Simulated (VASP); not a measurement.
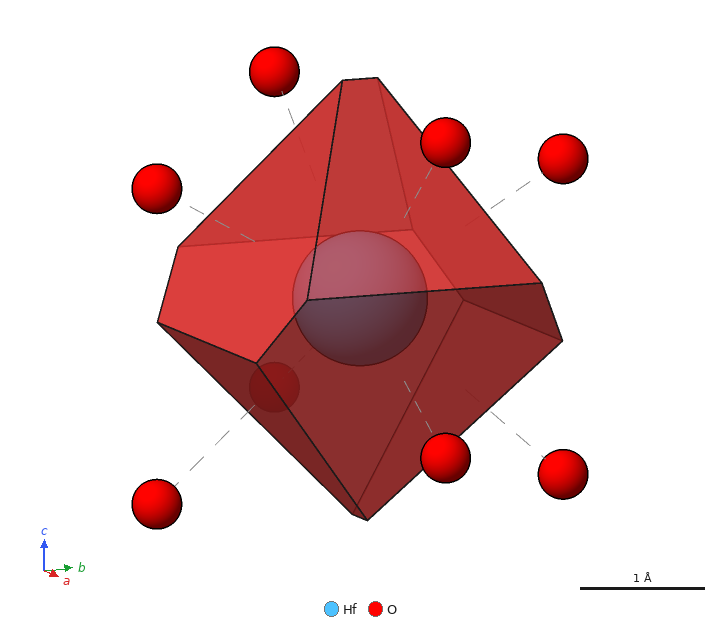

Voronoi–Dirichlet polyhedron, computed geometrically; every face belongs to one neighbour and no atomic radii are used. Central atom: Hf (2a) in HfO2; faces take the colour of the neighbour behind them. Origin: a cell listed in the Materials Project, as set up for an electronic-structure calculation.

HfO2, space group P4_2/nmc:1 (No. 137), a = 3.558 Å, b = 3.558 Å, c = 5.172 Å, α = 90.00°, β = 90.00°, γ = 90.00°

```
site  Wyckoff       x       y       z
  Hf       2a  0.0000  0.0000  0.0000
   O       4d  0.0000  0.5000  0.1972
```

**How many faces does the cell have, and of which kinds?**

8 faces, index ⟨0,4,4,0⟩.

**What is the volume of this Voronoi cell?**

9.0 Å³, against a mean of 10.9 Å³ per atom in this structure.

**Tabulate the neighbours by distance and solid angle.**

| neighbour | faces | distance (Å) | solid angle (% of sphere) |
| --- | --- | --- | --- |
| O | 4 | 2.05 | 62.5 |
| O | 4 | 2.37 | 37.5 |
